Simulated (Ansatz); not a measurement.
# Polarity and tunnelling in Mg/AlN/Zr, part 4 of 6

Both polarities of the barrier in Mg/AlN/Zr, relaxed and compared. The lower electrode is Mg hcp(0001), the upper one Zr hcp(0001); the barrier is AlN zinc blende(111) (whole bilayers). In the first transport cell, after relaxation, the nearest pair of electrode and barrier is Mg–N at 2.43 Å, at a slant, at the lower face and Zr–Al at 3.28 Å, at a slant, at the upper one. All share a net of side 3.111 Å, which strains the lower electrode by -2.5 %, the upper one by -3.7 % and the barrier by +0.0 %, against typed lattice constants near PBE's. The first steps treat the bulk electrodes alone.

Ansatz 0.2.0; PBE DFT, plane waves, PAW files (the session's first sound run).

So far, transmission at the Fermi level (a spin, zone mean): step 5 (T(E) of the junction, polarity N face on the lower electrode, gap between the …) 0.00376; step 6 (conductance on a fine mesh, polarity N face on the lower electrode, gap between …) 0.00325.

**7. Relaxing the interfaces, box 43.9 Å, polarity Al face on the lower electrode**

This step: PBE DFT, plane waves, PAW files (Ansatz 0.2.0).

System of this step: Mg/AlN/Zr. The cell holds 16 atoms: 4 Mg, 4 Al, 4 N and 4 Zr. Cell: a = 3.111 Å, b = 3.111 Å, c = 43.860 Å, α = 90.0°, β = 90.0°, γ = 120.0°. Vacuum lies along c.

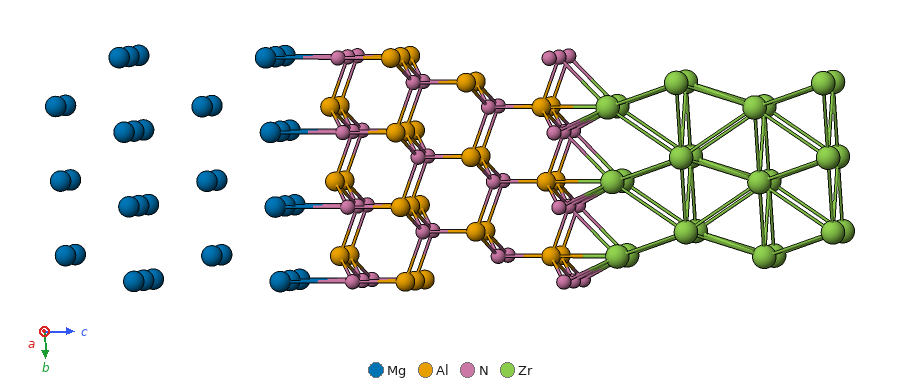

The cell of this step (magnesium blue, aluminium orange, nitrogen pink, zirconium green). Bonds to atoms that aren't drawn are left out. 2×3×1 cells are drawn. Some periodic images of atoms are drawn too.

The new interface needs a relaxation of its own, since bond lengths at the faces set the dipole and the overlap. A short slab in vacuum serves: only the barrier and the layers next to it are taken over, and later cells can add or drop layers in the barrier's middle. The dipole correction removes the field that unlike faces would set up across the vacuum.

input.yaml

```yaml
crystal:
  lattice:
    - [3.111, 0.0, 0.0]
    - [-1.5555, 2.6942050312, 0.0]
    - [0.0, 0.0, 43.8603931419]
  atoms:
    - { symbol: Mg, position: [0.33333333, 0.66666667, 0.1823969059] }
    - { symbol: Mg, position: [0.0, 0.0, 0.2425875525] }
    - { symbol: Mg, position: [0.33333333, 0.66666667, 0.3027781991] }
    - { symbol: Mg, position: [0.0, 0.0, 0.3629688457] }
    - { symbol: Al, position: [0.33333333, 0.66666667, 0.4080105939] }
    - { symbol: "N", position: [0.0, 0.0, 0.4224911721] }
    - { symbol: Al, position: [0.0, 0.0, 0.4659329066] }
    - { symbol: "N", position: [0.66666667, 0.33333333, 0.4804134848] }
    - { symbol: Al, position: [0.66666667, 0.33333333, 0.5238552194] }
    - { symbol: "N", position: [0.33333333, 0.66666667, 0.5383357976] }
    - { symbol: Al, position: [0.33333333, 0.66666667, 0.5817775322] }
    - { symbol: "N", position: [0.0, 0.0, 0.5962581104] }
    - { symbol: Zr, position: [0.33333333, 0.66666667, 0.6362322308] }
    - { symbol: Zr, position: [0.66666667, 0.33333333, 0.6966891853] }
    - { symbol: Zr, position: [0.33333333, 0.66666667, 0.7571461397] }
    - { symbol: Zr, position: [0.66666667, 0.33333333, 0.8176030941] }
kpoints:
  mp_grid: { grid: [8, 8, 1] }
scf:
  occupations: { method: fermi_dirac, width: 0.1 }
  max_iter: 150
hamiltonian:
  xc: pbe
efield:
  axis: 3
  dipole_correction: true
relax:
  f_tol: 0.04
  max_steps: 90
output:
  forces: true
```

Run with:

```bash
$ ansatz run input.yaml --threads 4 --pin off --max-ram 12288MiB --backend cpu --events-out ev --progress --plain --runs-dir out
```

Numbers of over 12 decimals in the logs are rounded to 6 here.

The program printed:

```text
[...]
Crystal: 16 atoms, lattice volume = 367.623 Å³
Basis set: ecut = 420 eV, 7131 PW (Γ), exchange–correlation on 48×48×600 points (8 copies of the dense FFT grid, shifted against one another)
Bands: 76, of which v1, the nominal top of the filled ones, is band 60 counted from 1 (59 counted from 0)
Symmetry: 6 space group operations
[...]
k-points: 10 of 64 (time reversal used)
[...]
SCF iter   1: F=—  HF=-28124.106314 eV  |F-HF|=—  |Δ(HF+E_count)|=         —  Δρ=6.80e-3  dr2=7.02e0  ethr=1.77e-3  p=-0.039 e·Å  D=-1.94e-2 V/Å  ΔV_dip=0.85 eV  dr2_dipole=5.05e-3  V_vac-E_F(+/−)=4.47/3.63 eV  ⟨swp⟩=14.3  Hψ=4577  notcnv=0  defer=1
[...]
SCF iter   7: F=-28123.918598 eV  HF=-28123.918606 eV  |F-HF|=8.72e-6  |Δ(HF+E_count)|=   6.08e-7  Δρ=3.12e-5  dr2=1.14e-5  ethr=3.33e-8  p=-0.024 e·Å  D=-1.18e-2 V/Å  ΔV_dip=0.52 eV  dr2_dipole=8.60e-7  V_vac-E_F(+/−)=4.27/3.75 eV  ⟨swp⟩=4.0  Hψ=2362  notcnv=0
[...]
SCF 1 converged in 7 iterations: F = -28123.918598 eV  dr2 = 1.14e-5
[...]
relax step   1: F+E_penalty+E_count = -28123.91859769 eV  Δ(F+E_penalty+E_count) = +0.000e0 eV  max|allowed force component| = 3.921e0 eV/Å  Δτ_max = 0.0000 Å  (7 SCF iters, dr2 threshold 4.00e-5 eV, accepted)
[...]
SCF iter   1: F=—  HF=-28124.724616 eV  |F-HF|=—  |Δ(HF+E_count)|=         —  Δρ=8.46e-3  dr2=5.29e0  ethr=3.10e-3  p=-0.024 e·Å  D=-1.18e-2 V/Å  ΔV_dip=0.52 eV  dr2_dipole=1.36e0  V_vac-E_F(+/−)=4.27/3.75 eV  ⟨swp⟩=4.2  Hψ=2031  notcnv=0  defer=3
[...]
SCF iter   6: F=-28124.594265 eV  HF=-28124.594287 eV  |F-HF|=2.29e-5  |Δ(HF+E_count)|=   3.17e-5  Δρ=7.12e-5  dr2=3.98e-5  ethr=8.33e-8  p=-0.025 e·Å  D=-1.25e-2 V/Å  ΔV_dip=0.55 eV  dr2_dipole=2.78e-6  V_vac-E_F(+/−)=4.28/3.73 eV  ⟨swp⟩=3.2  Hψ=2835  notcnv=0
[...]
SCF 2 converged in 6 iterations: F = -28124.594265 eV  dr2 = 3.98e-5
relax step   2: F+E_penalty+E_count = -28124.59426459 eV  Δ(F+E_penalty+E_count) = -6.757e-1 eV  max|allowed force component| = 1.007e0 eV/Å  Δτ_max = 0.1949 Å  (6 SCF iters, dr2 threshold 1.00e-4 eV, accepted)
SCF iter   1: F=—  HF=-28124.849454 eV  |F-HF|=—  |Δ(HF+E_count)|=         —  Δρ=7.53e-3  dr2=7.30e0  ethr=3.10e-3  p=-0.025 e·Å  D=-1.25e-2 V/Å  ΔV_dip=0.55 eV  dr2_dipole=2.09e0  V_vac-E_F(+/−)=4.28/3.73 eV  ⟨swp⟩=4.9  Hψ=2103  notcnv=0
[...]
SCF iter   6: F=-28124.760492 eV  HF=-28124.760509 eV  |F-HF|=1.65e-5  |Δ(HF+E_count)|=   4.32e-5  Δρ=7.19e-5  dr2=4.39e-5  ethr=5.28e-8  p=-0.029 e·Å  D=-1.41e-2 V/Å  ΔV_dip=0.62 eV  dr2_dipole=2.31e-6  V_vac-E_F(+/−)=4.31/3.69 eV  ⟨swp⟩=3.3  Hψ=2811  notcnv=0
[...]
SCF 3 converged in 6 iterations: F = -28124.760492 eV  dr2 = 4.39e-5
[...]
relax step   3: F+E_penalty+E_count = -28124.76049210 eV  Δ(F+E_penalty+E_count) = -1.662e-1 eV  max|allowed force component| = 1.893e-1 eV/Å  Δτ_max = 0.1946 Å  (6 SCF iters, dr2 threshold 6.34e-5 eV, accepted)
[...]
relax step   4: F+E_penalty+E_count = -28124.81848409 eV  Δ(F+E_penalty+E_count) = -5.799e-2 eV  max|allowed force component| = 7.452e-2 eV/Å  Δτ_max = 0.1923 Å  (9 SCF iters, dr2 threshold 2.24e-6 eV, accepted)
[...]
relax step   5: F+E_penalty+E_count = -28124.82751474 eV  Δ(F+E_penalty+E_count) = -9.031e-3 eV  max|allowed force component| = 5.618e-2 eV/Å  Δτ_max = 0.1192 Å  (9 SCF iters, accepted)
SCF iter   1: F=—  HF=-28124.829064 eV  |F-HF|=—  |Δ(HF+E_count)|=         —  Δρ=7.56e-4  dr2=5.40e-2  ethr=3.73e-4  p=-0.031 e·Å  D=-1.52e-2 V/Å  ΔV_dip=0.67 eV  dr2_dipole=1.71e-2  V_vac-E_F(+/−)=4.28/3.61 eV  ⟨swp⟩=3.0  Hψ=1314  notcnv=0  defer=3
[...]
SCF iter   8: F=-28124.827999 eV  HF=-28124.827999 eV  |F-HF|=9.85e-9  |Δ(HF+E_count)|=   5.12e-9  Δρ=1.84e-6  dr2=3.72e-8  ethr=8.33e-11  p=-0.031 e·Å  D=-1.52e-2 V/Å  ΔV_dip=0.67 eV  dr2_dipole=1.29e-9  V_vac-E_F(+/−)=4.28/3.61 eV  ⟨swp⟩=4.9  Hψ=2404  notcnv=0
[...]
SCF 6 converged in 8 iterations: F = -28124.827999 eV  dr2 = 3.72e-8
[...]
relax step   6: F+E_penalty+E_count = -28124.82799891 eV  Δ(F+E_penalty+E_count) = -4.842e-4 eV  max|allowed force component| = 6.732e-3 eV/Å  Δτ_max = 0.0212 Å  (8 SCF iters, accepted)
SCF converged after 8 iterations
Free energy (F): -28124.827999 eV
[...]
Internal energy: -28124.586059 eV  (E = F + TS)
E sigma→0 (E₀):  -28124.707029 eV
Entropy (-TS):   -0.241940 eV (-15.121 meV/atom)
Fermi energy:    6.227962 eV
Dipole field:    D = -0.015207 V/Å  (p = -0.030894 e·Å, saw-weighted, corrected)
Work function:   Φ+ = 4.2739 eV   Φ− = 3.6075 eV
[...]
--- Forces (eV/Å), atoms counted from 1 ---
  atom   1  Mg     0.00000000    -0.00000000     0.00220403
  atom   2  Mg     0.00000000     0.00000000    -0.00326815
  atom   3  Mg     0.00000000    -0.00000000    -0.00069914
  atom   4  Mg     0.00000000     0.00000000    -0.00039970
  atom   5  Al     0.00000000     0.00000000     0.00389680
  atom   6  N      0.00000000    -0.00000000    -0.00673331
  atom   7  Al     0.00000000     0.00000000     0.00640686
  atom   8  N     -0.00000000    -0.00000000    -0.00397417
  atom   9  Al     0.00000000     0.00000000     0.00329513
  atom  10  N      0.00000000    -0.00000000    -0.00329675
  atom  11  Al     0.00000000     0.00000000    -0.00122602
  atom  12  N      0.00000000     0.00000000     0.00426344
  atom  13  Zr    -0.00000000     0.00000000    -0.00184365
  atom  14  Zr     0.00000000     0.00000000     0.00356281
  atom  15  Zr     0.00000000    -0.00000000    -0.00040028
  atom  16  Zr     0.00000000     0.00000000    -0.00181590
  max |Σ_I F_I| component: 2.80e-5 eV/Å
--- Relaxed structure (6 steps of the walk, 6 accepted, 0 SCFs on fresh bases) ---
  F+E_penalty+E_count = -28124.82799891 eV   max|allowed force component| = 6.732e-3 eV/Å
  atoms:
    - { symbol: Mg, position: [0.333333, 0.666667, 0.172067] }
    - { symbol: Mg, position: [-6.079071966858518e-17, 3.8308476726688625e-17, 0.231988] }
    - { symbol: Mg, position: [0.333333, 0.666667, 0.291228] }
    - { symbol: Mg, position: [-6.340557196603582e-17, 3.830847672668863e-17, 0.350923] }
    - { symbol: Al, position: [0.333333, 0.666667, 0.407860] }
    - { symbol: N, position: [-3.967898110556656e-17, 3.8308476726688643e-17, 0.423573] }
    - { symbol: Al, position: [-4.0219813693051983e-17, 3.830847672668864e-17, 0.466715] }
    - { symbol: N, position: [0.666667, 0.333333, 0.481664] }
    - { symbol: Al, position: [0.666667, 0.333333, 0.524738] }
    - { symbol: N, position: [0.333333, 0.666667, 0.539651] }
    - { symbol: Al, position: [0.333333, 0.666667, 0.582652] }
    - { symbol: N, position: [-3.4368085403526836e-17, 3.830847672668864e-17, 0.600278] }
    - { symbol: Zr, position: [0.333333, 0.666667, 0.644272] }
    - { symbol: Zr, position: [0.666667, 0.333333, 0.705863] }
    - { symbol: Zr, position: [0.333333, 0.666667, 0.767136] }
    - { symbol: Zr, position: [0.666667, 0.333333, 0.824870] }
```

Wall time 38 s (4 threads of Arm Neoverse V1, shared host); peak memory 0.99 GiB.

Relaxation path:

```csv
step,energy less that of the first step (eV),largest force component (eV/Å)
1,0.0000,3.9214
2,-0.6757,1.0068
3,-0.8419,0.1893
4,-0.8999,0.0745
5,-0.9089,0.0562
6,-0.9094,0.0067
```

The run keeps the 6 symmetry operations that it works with, so distortions that break them were not tested.

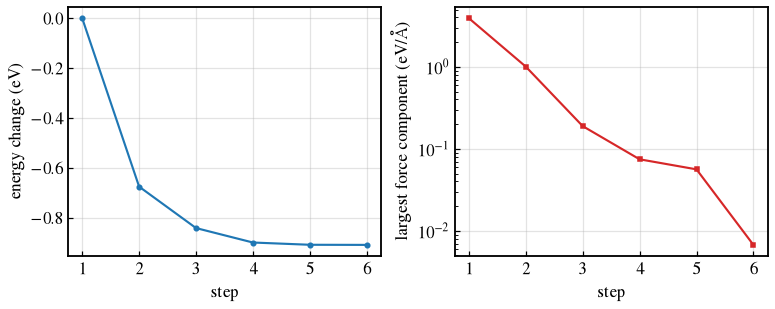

Energy and largest force along the relaxation.

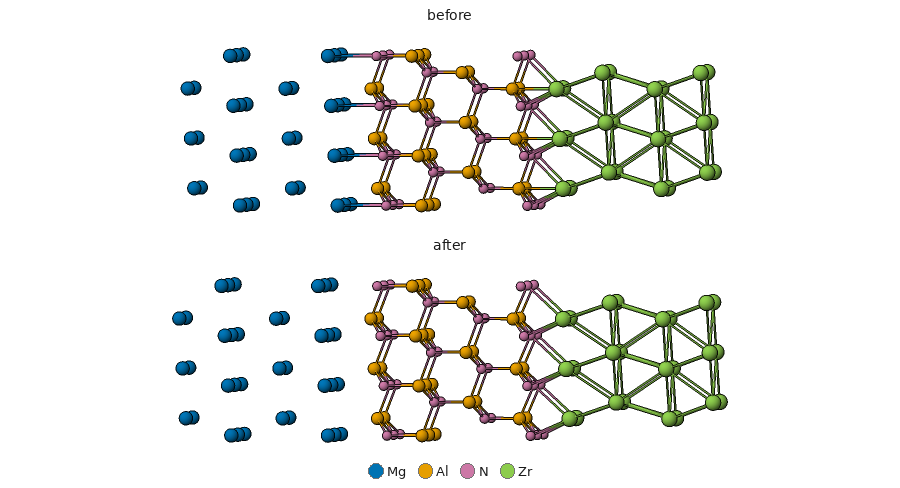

Before and after, at one scale. Bonds to atoms that aren't drawn are left out.

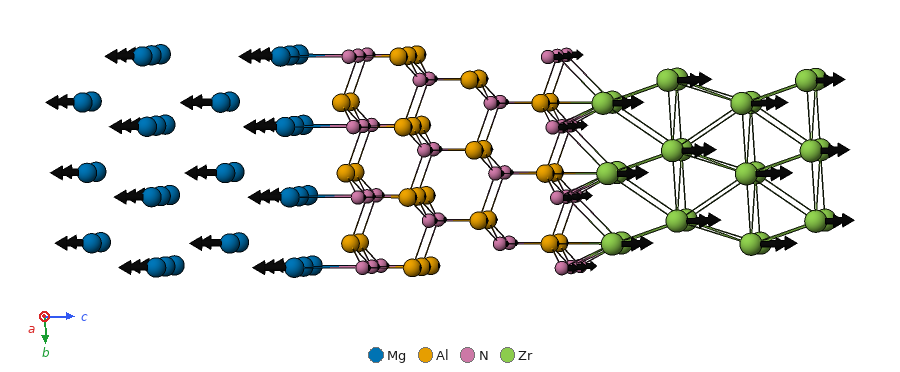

Displacements in the relaxation, exaggerated; the longest in the cell stands for 0.53 Å. Bonds to atoms that aren't drawn are left out. 2×3×1 cells are drawn. Some periodic images of atoms are drawn too.

The atoms that moved most (Å):

```csv
atom,dx,dy,dz,length
Mg4,0.000,0.000,-0.528,0.528
Mg3,0.000,0.000,-0.507,0.507
Mg2,0.000,0.000,-0.465,0.465
Mg1,0.000,0.000,-0.453,0.453
Zr15,0.000,0.000,0.438,0.438
Zr14,0.000,0.000,0.402,0.402
Zr13,0.000,0.000,0.353,0.353
Zr16,0.000,0.000,0.319,0.319
```

This step gave:

- free energy: -28124.8280 eV
- Fermi energy: 6.228 eV

The largest force component on a free atom ends at 0.0067 eV/Å. At one or more of this run's solves the program warned of density in the dipole ramp over its bound, where dipole, forces and levels can be off.

(Part 4 of 6 ends here.)

[Logs are printed without paths, hosts, clocks, repeated set-up lines and the standing remarks that a program may print on its own settings, such as how far it seeks lower states.]

[Hosts, paths, dates, database ids (printed as entryN), source tags and the programs' standing remarks are cut or masked in the printed files.]
